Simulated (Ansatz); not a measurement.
**Run report: WSi6, geometry relaxation (part 3 of 3)**

The same run, continued: WSi6 (slab, 7 atoms in the cell); DFT PBEsol, scalar-relativistic, plane waves, PAW, spin-polarised (Ansatz 0.2.0); cutoff 420 eV, 8×8×1 k-mesh, Gaussian smearing of 0.05 eV, collinear spins. The structure derives from an entry of the Crystallography Open Database. The input holds or restrains some coordinates. Forces given for the steps count only the free coordinates. It belongs to a series of runs on one base structure; here: W over the place (0/6, 0/6) of the surface cell, its height relaxed.

Geometry of the input (Å; fractional positions):
```
3.8417  0.0000  0.0000
0.0000  3.8417  0.0000
0.0000  0.0000  25.7913
Si 0.0000  0.5000  0.3296
Si 0.0000  0.0000  0.3822
Si 0.5000  0.0000  0.4349
Si 0.5000  0.5000  0.4873
Si 0.0000  0.5000  0.5400
Si 0.0000  0.0000  0.5916
W  0.0000  0.0000  0.6979
```

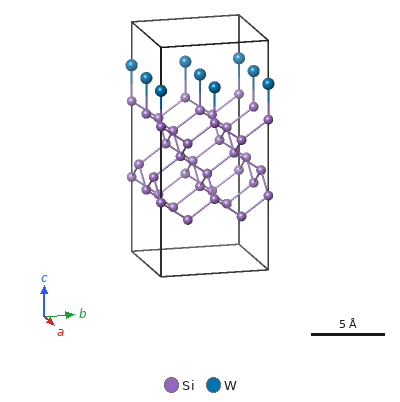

**Figure 1.** The geometry at step 2 of the log (ball-and-stick view of the 2 × 2 repeat of the cell, with the vacuum cut short, seen slightly off an axis).

## Log, continued
```
SCF iter   1: F=—  HF=-13975.809646 eV  |F-HF|=—  |Δ(HF+E_count)|=         —  Δρ=1.11e-3 (↑1.11e-3 ↓9.44e-4)  dr2=3.64e-3  dr2_m=3.33e-3  M=3.331 μB ∫|m|=3.640 μB  β_m=1.00  ethr=5.47e-5  p=0.145 e·Å  D=6.90e-2 V/Å  ΔV_dip=-1.78 eV  dr2_dipole=1.34e-3  V_vac-E_F(+/−)=3.71/5.49 eV  ⟨swp⟩=3.0  Hψ=3259  notcnv=0  defer=125
efield: sawtooth ramp at fractional position 0.9937 (handed on by an earlier solve), width 0.0400; the density the first Hamiltonian is built on has a dipole p = 0.145 e·Å; the dipole correction subtracts the counter field D = 6.90e-2 V/Å, which shifts the + side's vacuum level by -1.78 eV against the − side's; the planar-averaged density in the ramp window peaks in size at 9.3e-7 e/Å³
preconditioner: auto → LDOS  [metal: Δε(μ)=0.016 eV  Ē_g=6.100 eV  σ=0.050 eV  W_gap=0.18  n_scr=34 (ndim 8)  ℏωp=10.4 eV  f_vac=0.489  D(μ)=4.19/eV (n_scr^D=10)]
spin=Collinear: LDOS preconditioning applied to the charge; magnetization (m = ρ↑ − ρ↓) channel mixes plain (no charge-response kernel on spin).
SCF iter   2: F=—  HF=-13975.811298 eV  |F-HF|=—  |Δ(HF+E_count)|=   1.65e-3  Δρ=2.49e-4 (↑2.49e-4 ↓1.83e-4)  dr2=1.85e-3  dr2_m=2.44e-5  M=3.328 μB ∫|m|=3.635 μB  β_m=0.32  ethr=9.58e-6  p=0.146 e·Å  D=6.94e-2 V/Å  ΔV_dip=-1.79 eV  dr2_dipole=9.06e-4  V_vac-E_F(+/−)=3.70/5.49 eV  ⟨swp⟩=2.2  Hψ=2561  notcnv=0  defer=125
density mixer auto → msr1: a metal under ldos (density of states about μ 1.12 of a free-electron gas's, 42 screened modes)
SCF iter   3: F=—  HF=-13975.811225 eV  |F-HF|=—  |Δ(HF+E_count)|=   7.37e-5  Δρ=1.75e-4 (↑1.24e-4 ↓1.75e-4)  dr2=8.26e-4  dr2_m=3.78e-5  M=3.331 μB ∫|m|=3.637 μB  β_m=0.54  ethr=4.86e-6  p=0.146 e·Å  D=6.96e-2 V/Å  ΔV_dip=-1.79 eV  dr2_dipole=4.36e-4  V_vac-E_F(+/−)=3.70/5.49 eV  ⟨swp⟩=1.0  Hψ=1402  notcnv=0  defer=127
SCF iter   4: F=—  HF=-13975.811294 eV  |F-HF|=—  |Δ(HF+E_count)|=   6.90e-5  Δρ=5.12e-5 (↑5.12e-5 ↓4.76e-5)  dr2=8.41e-6  dr2_m=7.60e-6  M=3.340 μB ∫|m|=3.647 μB  β_m=0.58  ethr=2.17e-6  p=0.146 e·Å  D=6.95e-2 V/Å  ΔV_dip=-1.79 eV  dr2_dipole=2.33e-6  V_vac-E_F(+/−)=3.70/5.49 eV  ⟨swp⟩=1.1  Hψ=1419  notcnv=0  defer=125
SCF iter   5: F=—  HF=-13975.811302 eV  |F-HF|=—  |Δ(HF+E_count)|=   8.70e-6  Δρ=2.26e-5 (↑2.04e-5 ↓2.26e-5)  dr2=1.72e-6  dr2_m=1.36e-6  M=3.340 μB ∫|m|=3.648 μB  β_m=0.68  ethr=2.21e-8  p=0.146 e·Å  D=6.95e-2 V/Å  ΔV_dip=-1.79 eV  dr2_dipole=1.51e-8  V_vac-E_F(+/−)=3.70/5.49 eV  ⟨swp⟩=2.2  Hψ=2189  notcnv=0  defer=125
SCF iter   6: F=—  HF=-13975.811305 eV  |F-HF|=—  |Δ(HF+E_count)|=   3.06e-6  Δρ=7.51e-6 (↑6.79e-6 ↓7.51e-6)  dr2=3.56e-7  dr2_m=1.42e-7  M=3.341 μB ∫|m|=3.649 μB  β_m=0.80  ethr=4.52e-9  p=0.146 e·Å  D=6.94e-2 V/Å  ΔV_dip=-1.79 eV  dr2_dipole=6.60e-8  V_vac-E_F(+/−)=3.70/5.49 eV  ⟨swp⟩=2.0  Hψ=2162  notcnv=0  defer=125
SCF iter   7: F=-13975.811306 eV  HF=-13975.811306 eV  |F-HF|=4.92e-8  |Δ(HF+E_count)|=   5.73e-7  Δρ=2.73e-6 (↑2.51e-6 ↓2.73e-6)  dr2=2.06e-8  dr2_m=2.00e-8  M=3.341 μB ∫|m|=3.649 μB  ethr=9.36e-10  p=0.146 e·Å  D=6.94e-2 V/Å  ΔV_dip=-1.79 eV  dr2_dipole=5.80e-10  V_vac-E_F(+/−)=3.70/5.49 eV  ⟨swp⟩=14.7  Hψ=11948  notcnv=0
SCF 4 converged in 7 iterations: F = -13975.811306 eV  dr2 = 2.06e-8
relax step   4: F+E_penalty+E_count = -13975.81130611 eV  Δ(F+E_penalty+E_count) = -9.908e-4 eV  max|allowed force component| = 6.605e-2 eV/Å  Δτ_max = 0.0189 Å  (7 SCF iters, dr2 threshold 1.69e-6 eV, accepted)
SCF iter   1: F=—  HF=-13975.811504 eV  |F-HF|=—  |Δ(HF+E_count)|=         —  Δρ=3.02e-4 (↑3.02e-4 ↓2.57e-4)  dr2=2.66e-4  dr2_m=2.48e-4  M=3.348 μB ∫|m|=3.658 μB  β_m=1.00  ethr=7.15e-6  p=0.146 e·Å  D=6.94e-2 V/Å  ΔV_dip=-1.79 eV  dr2_dipole=9.94e-5  V_vac-E_F(+/−)=3.70/5.49 eV  ⟨swp⟩=2.1  Hψ=2851  notcnv=0  defer=63
efield: sawtooth ramp at fractional position 0.9937 (handed on by an earlier solve), width 0.0400; the density the first Hamiltonian is built on has a dipole p = 0.146 e·Å; the dipole correction subtracts the counter field D = 6.94e-2 V/Å, which shifts the + side's vacuum level by -1.79 eV against the − side's; the planar-averaged density in the ramp window peaks in size at 8.6e-7 e/Å³
preconditioner: auto → LDOS  [metal: Δε(μ)=0.008 eV  Ē_g=6.094 eV  σ=0.050 eV  W_gap=0.09  n_scr=34 (ndim 8)  ℏωp=10.4 eV  f_vac=0.488  D(μ)=3.97/eV (n_scr^D=10)]
spin=Collinear: LDOS preconditioning applied to the charge; magnetization (m = ρ↑ − ρ↓) channel mixes plain (no charge-response kernel on spin).
SCF iter   2: F=—  HF=-13975.811479 eV  |F-HF|=—  |Δ(HF+E_count)|=   2.46e-5  Δρ=6.80e-5 (↑6.80e-5 ↓5.03e-5)  dr2=1.41e-4  dr2_m=1.68e-6  M=3.349 μB ∫|m|=3.660 μB  β_m=0.32  ethr=7.00e-7  p=0.146 e·Å  D=6.93e-2 V/Å  ΔV_dip=-1.79 eV  dr2_dipole=7.01e-5  V_vac-E_F(+/−)=3.71/5.49 eV  ⟨swp⟩=2.2  Hψ=2575  notcnv=0  defer=62
density mixer auto → msr1: a metal under ldos (density of states about μ 1.12 of a free-electron gas's, 42 screened modes)
SCF iter   3: F=—  HF=-13975.811474 eV  |F-HF|=—  |Δ(HF+E_count)|=   5.54e-6  Δρ=4.68e-5 (↑3.29e-5 ↓4.68e-5)  dr2=6.09e-5  dr2_m=2.50e-6  M=3.348 μB ∫|m|=3.659 μB  β_m=0.53  ethr=3.72e-7  p=0.146 e·Å  D=6.93e-2 V/Å  ΔV_dip=-1.79 eV  dr2_dipole=3.18e-5  V_vac-E_F(+/−)=3.71/5.49 eV  ⟨swp⟩=1.0  Hψ=1401  notcnv=0  defer=63
SCF iter   4: F=—  HF=-13975.811479 eV  |F-HF|=—  |Δ(HF+E_count)|=   5.17e-6  Δρ=1.35e-5 (↑1.35e-5 ↓1.32e-5)  dr2=3.55e-7  dr2_m=5.55e-7  M=3.346 μB ∫|m|=3.657 μB  β_m=0.57  ethr=1.60e-7  p=0.146 e·Å  D=6.93e-2 V/Å  ΔV_dip=-1.79 eV  dr2_dipole=4.13e-8  V_vac-E_F(+/−)=3.71/5.49 eV  ⟨swp⟩=1.0  Hψ=1418  notcnv=0  defer=61
SCF iter   5: F=—  HF=-13975.811480 eV  |F-HF|=—  |Δ(HF+E_count)|=   7.86e-7  Δρ=6.24e-6 (↑5.30e-6 ↓6.24e-6)  dr2=1.23e-7  dr2_m=9.86e-8  M=3.346 μB ∫|m|=3.656 μB  β_m=0.66  ethr=9.35e-10  p=0.146 e·Å  D=6.93e-2 V/Å  ΔV_dip=-1.79 eV  dr2_dipole=1.02e-10  V_vac-E_F(+/−)=3.71/5.49 eV  ⟨swp⟩=2.7  Hψ=2450  notcnv=0  defer=61
SCF iter   6: F=—  HF=-13975.811480 eV  |F-HF|=—  |Δ(HF+E_count)|=   2.11e-7  Δρ=1.86e-6 (↑1.28e-6 ↓1.86e-6)  dr2=1.80e-8  dr2_m=6.68e-9  M=3.346 μB ∫|m|=3.656 μB  β_m=0.79  ethr=3.25e-10  p=0.146 e·Å  D=6.93e-2 V/Å  ΔV_dip=-1.79 eV  dr2_dipole=2.60e-10  V_vac-E_F(+/−)=3.70/5.49 eV  ⟨swp⟩=2.1  Hψ=2162  notcnv=0  defer=61
SCF iter   7: F=-13975.811480 eV  HF=-13975.811480 eV  |F-HF|=1.18e-8  |Δ(HF+E_count)|=   3.36e-8  Δρ=6.07e-7 (↑6.07e-7 ↓3.75e-7)  dr2=9.52e-9  dr2_m=4.85e-10  M=3.346 μB ∫|m|=3.656 μB  ethr=4.73e-11  p=0.146 e·Å  D=6.93e-2 V/Å  ΔV_dip=-1.79 eV  dr2_dipole=4.65e-9  V_vac-E_F(+/−)=3.70/5.49 eV  ⟨swp⟩=12.9  Hψ=10298  notcnv=0
SCF 5 converged in 7 iterations: F = -13975.811480 eV  dr2 = 9.52e-9
relax step   5: F+E_penalty+E_count = -13975.81147974 eV  Δ(F+E_penalty+E_count) = -1.736e-4 eV  max|allowed force component| = 1.286e-3 eV/Å  Δτ_max = 0.0052 Å  (7 SCF iters, accepted)
WARN: The output density's exchange-correlation potential varies sharply where the density is thin. Do not read a vacuum level from v_tot or v_xc, or from such a field of the output density. On a cell that repeats whose density bears no net charge and no dipole along the vacuum's axis use v_es (v_loc + v_h of the components); under efield.dipole_correction with no amplitude use v_es + v_field, which holds any external_charges[].barrier, or the levels of the report's work_function block, which leave it out; under a non-zero efield.amplitude the vacuum is tilted and has no level; on a cell that repeats and bears such a dipole with no correction it is tilted too, and efield.dipole_correction with no amplitude gives each side of its ramp a level where efield: is served; in a cell that repeats whose density bears a net charge (total_charge, or a fill off its count) it is curved and has none; of a slab under crystal.periodic whose density bears no net charge use v_es, which has a level on each side, short of where the two are joined; of another it falls or rises all the way out and has none; of a slab beside external_charges read slab_vacuum_level instead, which it has where they leave it neutral. The grid or the basis barely resolves most such structure, and the values can differ between equally converged runs; as a rule a tighter scf.convergence.dr2_threshold does not remove it. Where the density itself ripples (under the LDA too) a higher basis.ecutwfc lessens it. The files hold the spikes' plane waves up to the density's cutoff. Files: v_tot_of_output_density and the like, and their columns of v_z.tsv (output.write_potential); v_xc_of_output_density and the like, and their columns of v_comp_z.tsv (output.write_potential_components). Measured: with its Gaussian average of σ = 0.25 Å subtracted twice, the exchange-correlation potential is over 0.1 eV at 80 of the grid points where the equally averaged density (valence and model cores) is under 1e-3 e/Å³, and 0.342 eV at the most among them, at an averaged density of 6.2e-9 e/Å³. The input density's (outcome.potential() and, of a run that writes arrays, v_tot and v_xc) is over 0.1 eV, so measured, at 6 points of its own thin density, 0.195 eV at the most. See output.write_potential in the manual, Limitations
SCF converged after 7 iterations
Magnetization: 3.3457 μB (20.6728 up, 17.3272 down)
Absolute magnetization: 3.6579 μB (∫|ρ↑−ρ↓|, with the PAW one-centre terms)
Spin contamination: 0.1522 ħ² per cell (⟨S²⟩ above its minimum at these occupations)
Per-site moments (μB) at R_I (Å): [(0.004017716686126861, 0.9704316149709971), (0.007051798954255466, 0.9704316149709971), (-0.0015766379994495562, 0.9685416405328042), (-0.0018532652545876853, 0.9685416405328042), (0.027143327875727742, 0.9641614138988636), (-0.04043024362454888, 0.963695243494694), (1.735394992911231, 0.963695243494694)]
Free energy (F): -13975.811480 eV
Harris-Foulkes:  -13975.811480 eV  (|F-HF|=1.18e-8)
Internal energy: -13975.806471 eV  (E = F + TS)
E sigma→0 (E₀):  -13975.808976 eV
Entropy (-TS):   -0.005008 eV (-0.715 meV/atom)
Fermi energy:    -0.064360 eV
Dipole field:    D = 0.069363 V/Å  (p = 0.145912 e·Å, saw-weighted, corrected)
Work function:   Φ+ = 3.7039 eV   Φ− = 5.4929 eV
Levels:          The Fermi level and band energies are counted from a zero that moves with the ramp; work functions are not
--- Per-component energies (eV) ---
  E_band       = -498.161784
  E_kinetic    = 677.496843
  E_local      = -13383.650463  (includes V_loc(G=0)·N_el)
  E_nonlocal   = 165.501797
  E_hartree    = 6346.038196
  E_xc         = -582.544577
  E_vxc        = -505.417754  (∫ρ·V_xc dr)
  E_paw        = -11429.853407  (= ΣΔE_a)
  E_vpaw       = -142.230553  (= ΣTr[D̂ρ^β])
  E_aug_tail   = -0.000026  (compensation charges beyond the density's cutoff)
  E_efield     = 0.005060  (sawtooth field / dipole correction)
  E_vefield    = -1.943395  (∫n·V_field dr)
  E_ewald      = 4230.788950
  E_core_change = 0.411156  (= ΣΔE_core)
  E_smearing   = -0.005008  (= −TS)
  E_closure    = 0.000000  (closes the sum)
  Σ components = -13975.811480   (vs F -13975.811480, Δ=0.00e0)
--- Forces (eV/Å), atoms counted from 1 ---
  atom   1  Si     0.00000000     0.00000000     0.08767930
  atom   2  Si     0.00000000     0.00000000    -0.02858728
  atom   3  Si     0.00000000     0.00000000    -0.07314364
  atom   4  Si     0.00000000     0.00000000    -0.07918719
  atom   5  Si     0.00000000     0.00000000     0.14779084
  atom   6  Si     0.00000000     0.00000000    -0.05586156
  atom   7  W      0.00000000     0.00000000     0.00128635
  max |Σ_I F_I| component: 2.32e-5 eV/Å
--- Band table (eV; the first three rows and the last of 50) ---
  k-point 0 ↑: bands = ["-74.4000", "-38.8543", "-38.7956", "-38.7357", "-11.5716", "-10.3704", "-8.6247", "-6.5169", "-4.4822", "-3.1235", "-2.5722", "-2.4773", "-1.9292", "-1.7203", "-1.5340", "-1.3676", "-0.8020", "-0.6769", "-0.2244", "-0.0836", "0.1207", "0.4408", "1.0126", "1.0317", "1.7331", "2.0947", "2.4959", "2.7985"]
  k-point 1 ↑: bands = ["-74.3999", "-38.8573", "-38.7954", "-38.7354", "-11.4383", "-10.2475", "-8.4884", "-6.5734", "-4.5538", "-3.5045", "-2.9835", "-2.3763", "-2.2110", "-2.1801", "-1.4339", "-1.3014", "-1.1428", "-0.7296", "-0.6652", "0.0254", "0.0892", "0.5422", "1.2460", "1.8516", "1.9416", "2.6160", "2.7486", "2.9942"]
  k-point 2 ↑: bands = ["-74.3998", "-38.8646", "-38.7948", "-38.7348", "-11.0475", "-9.9065", "-8.1032", "-6.9242", "-5.1826", "-4.2577", "-3.4166", "-3.0718", "-2.1717", "-2.0891", "-1.6719", "-1.1687", "-1.1412", "-0.8214", "-0.6505", "-0.2350", "-0.1867", "0.7262", "1.6289", "2.1848", "2.4809", "2.5836", "3.2318", "3.5444"]
  k-point 24 ↓: bands = ["-73.3175", "-37.4495", "-37.3402", "-37.2278", "-7.7966", "-7.7789", "-7.6902", "-7.4622", "-7.2235", "-6.5147", "-3.4343", "-3.3986", "-3.3983", "-3.1507", "-2.4848", "-1.5797", "-0.6594", "-0.6461", "0.3226", "0.6259", "0.9834", "1.5691", "2.4226", "2.4477", "2.5507", "2.6979", "3.1279", "3.7249"]
--- Relaxed structure (5 steps of the walk, 5 accepted, 0 SCFs on fresh bases) ---
  F+E_penalty+E_count = -13975.81147974 eV   max|allowed force component| = 1.286e-3 eV/Å
  atoms:
    - { symbol: Si, position: [0.0, 0.5, 0.32956900840000003] }
    - { symbol: Si, position: [0.0, 0.0, 0.3822322752000001] }
    - { symbol: Si, position: [0.5, 0.0, 0.4348955421] }
    - { symbol: Si, position: [0.5, 0.5, 0.4872505114] }
    - { symbol: Si, position: [0.0, 0.5, 0.5400001596] }
    - { symbol: Si, position: [0.0, 0.0, 0.5916358883] }
    - { symbol: W, position: [0.0, 0.0, 0.6822181587513519] }
--- Löwdin populations: 7 sites ---
  site symbol       q [e]    m [muB]
     0     Si      3.9662     0.0072
     1     Si      3.9782     0.0114
     2     Si      3.9364    -0.0013
     3     Si      3.9405    -0.0039
     4     Si      3.9810     0.0739
     5     Si      3.9947    -0.1830
     6      W     13.8276     3.3704
  spilling = 0.009875 (of n_electrons = 38.000000)
```

## File populations.tsv
```
# site	symbol	l	j	q_up	q_dn
# orbitals = lowdin
# n_electrons = 38.000000
# spilling = 0.009875
0	Si	0_3S	-	0.786972	0.782318
0	Si	1_3P	-	1.199743	1.197180
1	Si	0_3S	-	0.597054	0.596014
1	Si	1_3P	-	1.397710	1.387388
2	Si	0_3S	-	0.603887	0.602780
2	Si	1_3P	-	1.363681	1.366078
3	Si	0_3S	-	0.603216	0.605449
3	Si	1_3P	-	1.365111	1.366753
4	Si	0_3S	-	0.607963	0.590309
4	Si	1_3P	-	1.419491	1.363280
5	Si	0_3S	-	0.645617	0.666497
5	Si	1_3P	-	1.260272	1.422363
6	W	0_5S	-	0.990818	0.991182
6	W	0_6S	-	0.658497	0.491042
6	W	1_5P	-	2.990809	2.991390
6	W	2_5D	-	3.958900	0.754994
```

## Trajectory as extended XYZ (Å, eV, eV/Å), 5 frames, from step=1 to step=5
```
7
Lattice="3.8417 0.0000 0.0000 0.0000 3.8417 0.0000 0.0000 0.0000 25.7913" Properties=species:S:1:pos:R:3:forces:R:3 step=1 energy=-13975.23766
Si    0.0000    1.9209    8.5000    0.0000   0.0000   0.0753
Si    0.0000    0.0000    9.8583    0.0000   0.0000  -0.0329
Si    1.9209    0.0000   11.2165    0.0000   0.0000  -0.0566
Si    1.9209    1.9209   12.5668    0.0000   0.0000  -0.1195
Si    0.0000    1.9209   13.9273    0.0000   0.0000   0.3747
Si    0.0000    0.0000   15.2590    0.0000   0.0000   1.8781
W     0.0000    0.0000   17.9990    0.0000   0.0000  -2.1191
7
Lattice="3.8417 0.0000 0.0000 0.0000 3.8417 0.0000 0.0000 0.0000 25.7913" Properties=species:S:1:pos:R:3:forces:R:3 step=2 energy=-13975.61339
Si    0.0000    1.9209    8.5000    0.0000   0.0000   0.0881
Si    0.0000    0.0000    9.8583    0.0000   0.0000  -0.0369
Si    1.9209    0.0000   11.2165    0.0000   0.0000  -0.0618
Si    1.9209    1.9209   12.5668    0.0000   0.0000  -0.1108
Si    0.0000    1.9209   13.9273    0.0000   0.0000   0.2954
Si    0.0000    0.0000   15.2590    0.0000   0.0000   1.4516
W     0.0000    0.0000   17.8040    0.0000   0.0000  -1.6211
7
Lattice="3.8417 0.0000 0.0000 0.0000 3.8417 0.0000 0.0000 0.0000 25.7913" Properties=species:S:1:pos:R:3:forces:R:3 step=3 energy=-13975.81032
Si    0.0000    1.9209    8.5000    0.0000   0.0000   0.0887
Si    0.0000    0.0000    9.8583    0.0000   0.0000  -0.0304
Si    1.9209    0.0000   11.2165    0.0000   0.0000  -0.0713
Si    1.9209    1.9209   12.5668    0.0000   0.0000  -0.0815
Si    0.0000    1.9209   13.9273    0.0000   0.0000   0.1606
Si    0.0000    0.0000   15.2590    0.0000   0.0000   0.0965
W     0.0000    0.0000   17.6090    0.0000   0.0000  -0.1644
7
Lattice="3.8417 0.0000 0.0000 0.0000 3.8417 0.0000 0.0000 0.0000 25.7913" Properties=species:S:1:pos:R:3:forces:R:3 step=4 energy=-13975.81131
Si    0.0000    1.9209    8.5000    0.0000   0.0000   0.0870
Si    0.0000    0.0000    9.8583    0.0000   0.0000  -0.0277
Si    1.9209    0.0000   11.2165    0.0000   0.0000  -0.0738
Si    1.9209    1.9209   12.5668    0.0000   0.0000  -0.0783
Si    0.0000    1.9209   13.9273    0.0000   0.0000   0.1430
Si    0.0000    0.0000   15.2590    0.0000   0.0000  -0.1165
W     0.0000    0.0000   17.5901    0.0000   0.0000   0.0660
7
Lattice="3.8417 0.0000 0.0000 0.0000 3.8417 0.0000 0.0000 0.0000 25.7913" Properties=species:S:1:pos:R:3:forces:R:3 step=5 energy=-13975.81148
Si    0.0000    1.9209    8.5000    0.0000   0.0000   0.0877
Si    0.0000    0.0000    9.8583    0.0000   0.0000  -0.0286
Si    1.9209    0.0000   11.2165    0.0000   0.0000  -0.0731
Si    1.9209    1.9209   12.5668    0.0000   0.0000  -0.0792
Si    0.0000    1.9209   13.9273    0.0000   0.0000   0.1478
Si    0.0000    0.0000   15.2590    0.0000   0.0000  -0.0559
W     0.0000    0.0000   17.5953    0.0000   0.0000   0.0013
```

## Results in brief

| quantity | value |
| --- | --- |
| outcome | converged under the restraints of the input |
| electrons treated | 38 |
| free energy | −13975.8115 eV |
| work function, top face | 3.70 eV |
| work function, bottom face | 5.49 eV |
| Fermi energy | −0.064 eV |
| gap on the k-point mesh | none (metallic) |
| net moment of the cell | 3.35 μB |
| integrated absolute moment | 3.66 μB |
| final volume | 380.65 Å³ |
| work function (upper face) | 3.70 eV |
| largest force (length of the vector) at the end, held atoms and coordinates included | 0.148 eV/Å |
| hardware | 1 thread of Intel Xeon @ 2.50GHz (Skylake/Cascade Lake), 189 GiB of memory available, shared host |
| wall time | 13 min |
| peak memory | 0.83 GiB |

## Remarks

The program warns: the exchange-correlation potential is rough where the density is thin. Spin–orbit coupling is left out, which matters for W.
